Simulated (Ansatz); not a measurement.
**Mg4Ge3N: density, localisation and related maps**

Input file:

```
crystal:
  lattice:
    - [3.0649813502, 0.0, 0.0]
    - [-1.5324906751, 2.6543517114, 0.0]
    - [0.0, 0.0, 15.1299032578]
  atoms:
    - { symbol: Mg, position: [0.6666666667, 0.3333333333, 0.9312537737] }
    - { symbol: Mg, position: [0.3333333333, 0.6666666667, 0.0687462263] }
    - { symbol: Mg, position: [0.6666666667, 0.3333333333, 0.6416369214] }
    - { symbol: Mg, position: [0.3333333333, 0.6666666667, 0.3583630786] }
    - { symbol: Ge, position: [0.0, 0.0, 0.5] }
    - { symbol: Ge, position: [0.6666666667, 0.3333333333, 0.2201894494] }
    - { symbol: Ge, position: [0.3333333333, 0.6666666667, 0.7798105506] }
    - { symbol: "N", position: [0.0, 0.0, 0.0] }
basis:
  ecutwfc: 420
kpoints:
  mp_grid: { grid: [12, 12, 2] }
hamiltonian:
  xc: pbe
scf:
  occupations: { method: gaussian, width: 0.1 }
output:
  forces: true
  stress: true
  eigenvalues: true
  write_density: true
  write_potential: true
  elf: true
  volumetric_format: npy
relax:
  adjacent_minimum: "off"
  f_tol: 0.01
  max_steps: 30
  cell: { stress_tol: 0.1, fix: [volume] }
```

Command:

```sh
ansatz run input.yaml --threads 1 --pin off --max-ram 2560MiB --backend cpu --events-out ev --progress --plain --runs-dir out
```

Below, planes, directions and counts refer to the conventional cell (a = 3.06 Å, b = 3.06 Å, c = 15.15 Å, α = 90.00°, β = 90.00°, γ = 120.00°).

The fields are those of the run's last geometry, not of the input's.

Space group P-3m1; a generated structure, not necessarily the stable one; changed on purpose from its base cell (volume × 0.88, shape and atoms relaxed); computed pressure about 10 GPa in this cell; computed without spin polarisation.

All numbers below come from Ansatz 0.2.0, DFT PBE, scalar-relativistic, plane waves, PAW.

The density is the valence pseudo-density of a PAW calculation; it isn't the true density close to the nuclei.

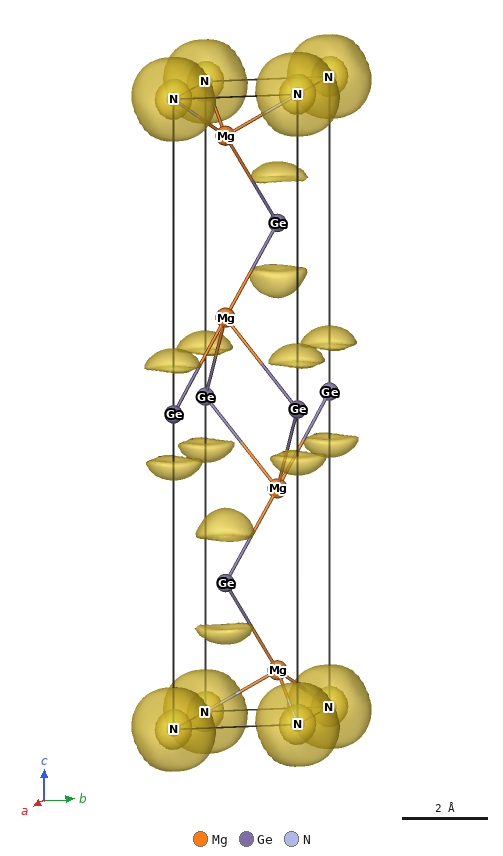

Figure 1. Isosurface of the ELF at 0.7 (yellow), seen slightly off an axis. Only the valence region is drawn (cores and ρ < 0.01 e/Å³ removed). Sticks mark near contacts.

Describe the localisation domains.

The surface consists of one region wrapped around N (its valence shell) and six pockets between the atoms, centred on no nucleus (multi-centre or interstitial), counted in one cell of 8 atoms. Regions shared between cells count once.


Mg–N (2.06 Å): the ELF peaks at about 0.85 in the valence shell of N, 0.7 Å from its nucleus, and is about 0.45 at the midpoint. Mg–Ge (2.74 Å): the ELF peaks at about 0.65 in the valence shell of Ge, 1.3 Å from its nucleus, and is about 0.65 at the midpoint.

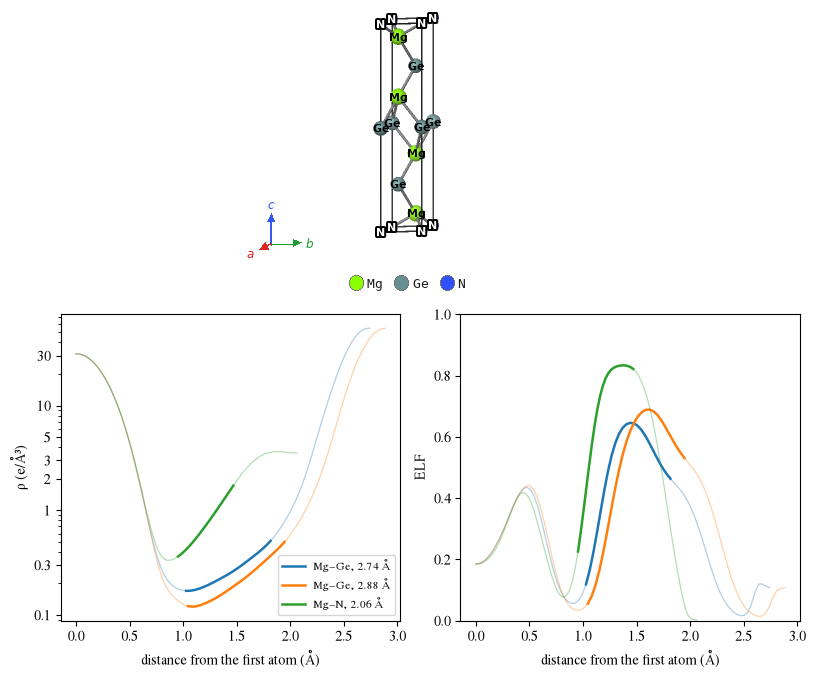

Figure 2. Valence charge density (pseudo) and ELF along straight lines between neighbouring atoms. Thin, pale parts lie inside the atomic spheres. The structure is drawn too.

Compare the contacts.

Mg–Ge (2.74 Å): ρ at the midpoint is about 0.23 e/Å³; the ELF peaks at about 0.65 in the valence shell of Ge, 1.3 Å from its nucleus, and is about 0.65 at the midpoint.
Mg–Ge (2.88 Å): the density is about 0.18 e/Å³ at the midpoint, with its minimum of 0.12 e/Å³ about 1.1 Å from Mg; the ELF peaks at about 0.70 in the valence shell of Ge, 1.3 Å from its nucleus, and is about 0.60 at the midpoint.
Mg–N (2.06 Å): ρ is about 0.42 e/Å³ halfway; the ELF peaks at about 0.85 in the valence shell of N, 0.7 Å from its nucleus, and is about 0.45 at the midpoint.

Does the calculation make it a metal, or give it a gap?

It is metallic or semimetallic at this level of theory: no gap opens.
